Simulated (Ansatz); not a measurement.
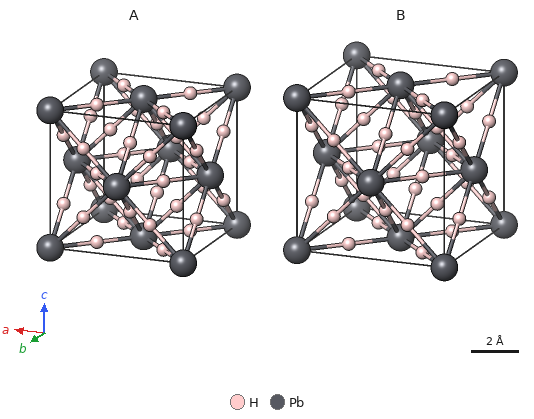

Two geometries of crystalline H6Pb (a generated structure, set up in Fm-3m) (coarse preliminary run), drawn at one scale. One is the start of a relaxation, the other its converged end. The picture is a ball-and-stick view of the conventional cell (4 times the calculation's cell), seen from a free direction. Lengths and directions refer to the drawn axes.

Theory: Ansatz 0.2.0, DFT PBE, scalar-relativistic, plane waves, PAW. Set-up: plane-wave cutoff 420 eV; k-point mesh 4 × 4 × 4; occupations gaussian; smearing width 0.1 eV; no spin polarisation; cell and atoms relaxed; force threshold 0.04 eV/Å; at most 70 steps.

### Which geometry has the lower energy?

Structure A is the relaxed one. No atom moves by more than 0.005 Å relative to the cell. Cell: a = b = c 6.873 → 6.203 Å (−9.7 %). Volume −26.5 %. Near-neighbour distances that change, for instance: H–Pb 2.430 → 2.193 Å. The space group stays Fm-3m (No. 225). The energy falls by 104 meV per atom in 2 accepted moves (3 points after the start). All forces vanish by symmetry, so only the cell relaxes. The pressure goes from −8.45 to 0.04 GPa. The SCF was repeated once at an unchanged geometry on a basis and grid sized afresh for the cell, which shifted the energy by 1.3 meV per atom at most. Cost: 5.1 s on 1 thread of Intel(R) Xeon(R) Platinum 8259CL CPU @ 2.50GHz (Skylake/Cascade Lake), with other jobs on the host, peak memory 0.38 GiB.
